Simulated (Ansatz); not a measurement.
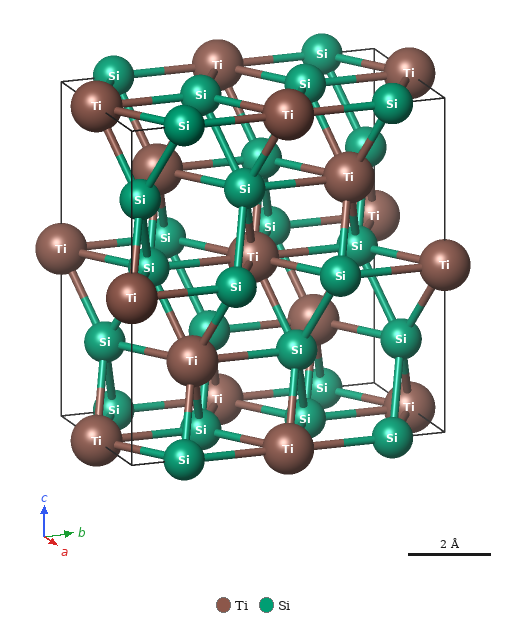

*The structure (ball-and-stick view of the cell 4 times as large as that of the calculation, set on its symmetry axes, seen slightly off an axis). An atom can appear more than once, as a periodic image.*

# Run report: TiSi$_{2}$, single-point calculation

The run: single-point calculation of TiSi$_{2}$ (Fddd, 6 atoms in the cell). Method and program: DFT PBE, scalar-relativistic, plane waves, PAW, no spin polarisation (Ansatz 0.2.0).

The structure derives from an entry of the Crystallography Open Database. Figures and captions count atoms from 1; the log counts them from 0 in places.

**Log**
```
Engine: ansatz 0.2.0, x86_64-unknown-linux-gnu
Pseudopotentials: kind: paw
Pseudopotential: Ti, paw, valence charge 12, recommended cutoff 420 eV (normal), Ti.paw.azcp
Pseudopotential: Si, paw, valence charge 4, recommended cutoff 420 eV (normal), Si.paw.azcp
Functional definition: PBE
  parameter kappa = 0.804
  parameter beta = 0.06672455060314922
  exchange = pbe_x(kappa = kappa, mu = beta*pi^2/3)
  correlation = pbe_c(beta = beta)
Crystal: 6 atoms, lattice volume = 83.761 Å³
Basis set: ecut = 420 eV, 1617 PW (Γ), exchange–correlation on 80×72×64 points (8 copies of the dense FFT grid, shifted against one another)
Bands: 26, of which v1, the nominal top of the filled ones, is band 20 counted from 1 (19 counted from 0)
Symmetry: 8 space group operations
Space group: Fddd (ITA 70), of the structure as read, at distance tolerance 4.4e-5 Å
k-points: 46 of 216
Non-local potential: Ti, projectors of the file, l = 0: 3, l = 1: 2, l = 2: 3, l = 3: 1
Non-local potential: Si, projectors of the file, l = 0: 2, l = 1: 2, l = 2: 2
PAW form: soft (Blöchl's): semilocal exchange-correlation on the pseudo side does not see the compensation charge
PAW one-centre angular grid: Ti, 590 points (default); XC on 64 Gauss nodes
PAW one-centre angular grid: Si, 110 points (default); XC on 64 Gauss nodes
Initial density: superposition of atomic densities (neutral atoms: chi_scale 0, normalization atom), corrected by the library's trained network
Initial wavefunctions: pseudopotential atomic-orbital guess
Functional: x = pbe(κ = 0.804, μ = 0.2195149727645171), c = pbe(β = 0.06672455060314922)
SCF iter   1: F=—  HF=-7545.937705 eV  |F-HF|=—  |Δ(HF+E_count)|=         —  Δρ=4.19e-3  dr2=2.12e-2  ethr=1.77e-3  ⟨swp⟩=6.1  Hψ=5924  notcnv=0
preconditioner: auto → Kerker (q_TF=auto, 2.412 Å⁻¹)  [metal: Δε(μ)=0.020 eV  Ē_g=6.392 eV  σ=0.100 eV  W_gap=0.11  n_scr=16 (ndim 8)  ℏωp=19.9 eV  f_vac=0.000  D(μ)=1.86/eV (n_scr^D=12)]
SCF iter   2: F=—  HF=-7545.935379 eV  |F-HF|=—  |Δ(HF+E_count)|=   2.33e-3  Δρ=2.08e-3  dr2=4.67e-3  ethr=5.30e-5  ⟨swp⟩=1.1  Hψ=1570  notcnv=0
SCF iter   3: F=—  HF=-7545.934862 eV  |F-HF|=—  |Δ(HF+E_count)|=   5.18e-4  Δρ=5.64e-4  dr2=3.73e-4  ethr=1.17e-5  ⟨swp⟩=2.3  Hψ=1559  notcnv=0
SCF iter   4: F=—  HF=-7545.934790 eV  |F-HF|=—  |Δ(HF+E_count)|=   7.16e-5  Δρ=1.00e-4  dr2=7.36e-6  ethr=9.32e-7  ⟨swp⟩=2.0  Hψ=1624  notcnv=0
SCF iter   5: F=—  HF=-7545.934791 eV  |F-HF|=—  |Δ(HF+E_count)|=   9.75e-7  Δρ=1.76e-5  dr2=1.84e-7  ethr=1.84e-8  ⟨swp⟩=2.0  Hψ=1593  notcnv=0
SCF iter   6: F=-7545.934791 eV  HF=-7545.934791 eV  |F-HF|=1.77e-9  |Δ(HF+E_count)|=   1.56e-8  Δρ=2.01e-6  dr2=3.53e-9  ethr=2.50e-10  ⟨swp⟩=8.2  Hψ=4985  notcnv=0
SCF 1 converged in 6 iterations: F = -7545.934791 eV  dr2 = 3.53e-9
  greatest PAW one-centre occupation: 0.999 electrons in one spin orbital (limit 2), on the Ti atom at site 1 (counted from 0), in its partial waves of l = 0
SCF converged after 6 iterations
Free energy (F): -7545.934791 eV
Harris-Foulkes:  -7545.934791 eV  (|F-HF|=1.77e-9)
Internal energy: -7545.925564 eV  (E = F + TS)
E sigma→0 (E₀):  -7545.930178 eV
Entropy (-TS):   -0.009227 eV (-1.538 meV/atom)
Fermi energy:    12.746128 eV
--- Per-component energies (eV) ---
  E_band       = -212.352399
  E_kinetic    = 720.248413
  E_local      = -2028.137359  (includes V_loc(G=0)·N_el)
  E_nonlocal   = 117.087505
  E_hartree    = 886.247806
  E_xc         = -423.767902
  E_vxc        = -441.887440  (∫ρ·V_xc dr)
  E_paw        = -4146.254973  (= ΣΔE_a)
  E_vpaw       = -352.157175  (= ΣTr[D̂ρ^β])
  E_aug_tail   = 0.000236  (compensation charges beyond the density's cutoff)
  E_ewald      = -2671.349290
  E_smearing   = -0.009227  (= −TS)
  E_closure    = -0.000000  (closes the sum)
  Σ components = -7545.934791   (vs F -7545.934791, Δ=0.00e0)
--- Forces (eV/Å), atoms counted from 1 ---
  atom   1  Ti     0.00000000     0.00000000     0.00000000
  atom   2  Ti     0.00000000     0.00000000     0.00000000
  atom   3  Si     0.00000000     0.16681224     0.00000000
  atom   4  Si     0.00000000    -0.16681224     0.00000000
  atom   5  Si     0.00000000    -0.16681224     0.00000000
  atom   6  Si     0.00000000     0.16681224     0.00000000
  max |Σ_I F_I| component: 0.00e0 eV/Å
--- Stress (GPa, compression-positive) ---
        3.149767       0.000000       0.000000
        0.000000       2.263475       0.000000
        0.000000       0.000000       1.341964
  P = ⅓ Tr σ = 2.2517 GPa (22.517 kbar)
--- Band table (eV; the first three rows and the last of 46) ---
  k-point 0: bands = ["-43.5521", "-43.5232", "-19.9536", "-19.9253", "-19.8549", "-19.8398", "-19.8258", "-19.8108", "0.0828", "5.8200", "6.9578", "7.3112", "7.8446", "8.8242", "8.8814", "10.0376", "10.4240", "10.7217", "10.9520", "11.1677", "11.7388", "14.6963", "15.8796", "15.9757", "16.0591", "16.1016"]
  k-point 1: bands = ["-43.5506", "-43.5246", "-19.9523", "-19.9248", "-19.8622", "-19.8397", "-19.8243", "-19.8109", "0.3759", "5.5206", "5.9406", "7.0725", "8.0902", "8.8535", "9.4276", "9.8519", "10.5536", "10.7716", "11.3232", "11.5510", "11.8219", "14.4013", "15.5265", "15.6698", "15.7902", "15.9667"]
  k-point 2: bands = ["-43.5470", "-43.5280", "-19.9522", "-19.9198", "-19.8801", "-19.8364", "-19.8238", "-19.8099", "1.2033", "4.3527", "5.0721", "6.8852", "7.7686", "8.4410", "9.6768", "10.2695", "10.8077", "11.4189", "11.9726", "12.1808", "12.8938", "13.7997", "15.0440", "15.1891", "15.4202", "15.4766"]
  k-point 45: bands = ["-43.5375", "-43.5375", "-19.9025", "-19.9025", "-19.8946", "-19.8946", "-19.8136", "-19.8136", "2.0207", "2.0207", "7.7041", "7.7041", "7.7565", "7.7565", "9.6675", "9.6675", "11.0652", "11.0652", "11.6385", "11.6385", "13.4773", "13.4773", "15.9037", "15.9037", "16.0983", "16.0983"]
```

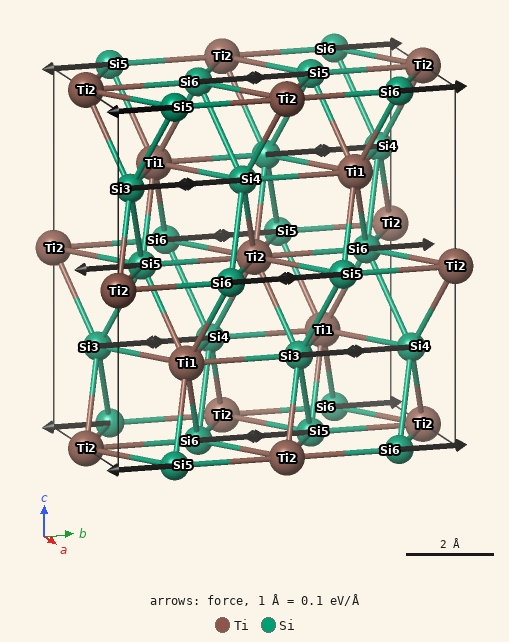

*Forces on the atoms as black arrows (ball-and-stick view of the cell 4 times as large as that of the calculation, set on its symmetry axes, seen slightly off an axis; atoms are numbered from 1 in the order of the input).*

The largest act on all 4 Si atoms (0.17 eV/Å). The geometry is not a stationary point of this energy.

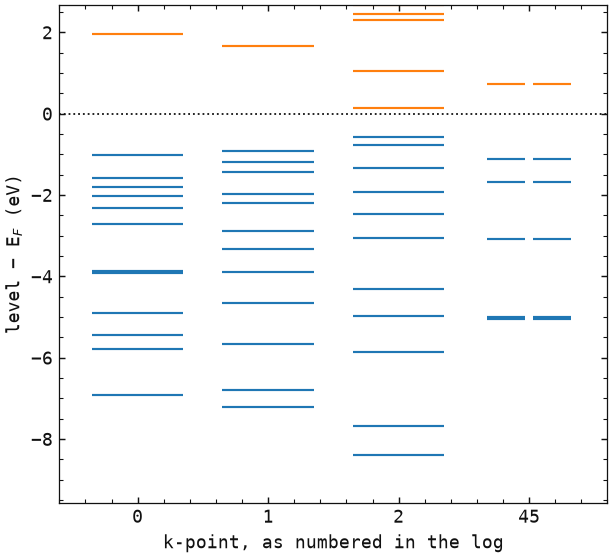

*Kohn–Sham levels near the Fermi level (dotted) at the few k-points that the log prints; levels within 0.02 eV of each other stand side by side.*

The system is metallic on the full mesh.

This output came from the following input.

**Input**
```yaml
crystal:
  lattice:
    - [0.0, 4.118, 4.2615]
    - [2.3865, 0.0, 4.2615]
    - [2.3865, 4.118, 0.0]
  atoms:
    - { symbol: Ti, position: [0.75, 0.75, 0.75] }
    - { symbol: Ti, position: [0.5, 0.5, 0.5] }
    - { symbol: Si, position: [0.083, 0.417, 0.083] }
    - { symbol: Si, position: [0.417, 0.083, 0.417] }
    - { symbol: Si, position: [0.167, 0.833, 0.167] }
    - { symbol: Si, position: [0.833, 0.167, 0.833] }
basis:
  ecutwfc: 420
kpoints:
  mp_grid: { grid: [6, 6, 6] }
hamiltonian:
  xc: pbe
scf:
  occupations: { method: gaussian, width: 0.1 }
output:
  forces: true
  stress: true
  eigenvalues: true
```

Launched with:
```bash
ansatz run input.yaml --threads 4 --pin off --max-ram 10240MiB --backend cpu --events-out ev --progress --plain --runs-dir out
```

**Key numbers**

| quantity | value |
| --- | --- |
| outcome | converged |
| space group (tolerance 0.01 Å) | Fddd (70) |
| electrons treated | 40 |
| free energy | −7545.9348 eV |
| Fermi energy | 12.746 eV |
| gap on the k-point mesh | none (metallic) |
| pressure | 2.25 GPa |
| largest force (length of the vector) | 0.167 eV/Å |
| hardware | 4 threads of AMD EPYC (Zen 3), 189 GiB of memory available, shared host |
| wall time | 4.5 s (CPU time 14 s) |
| peak memory | 0.47 GiB |
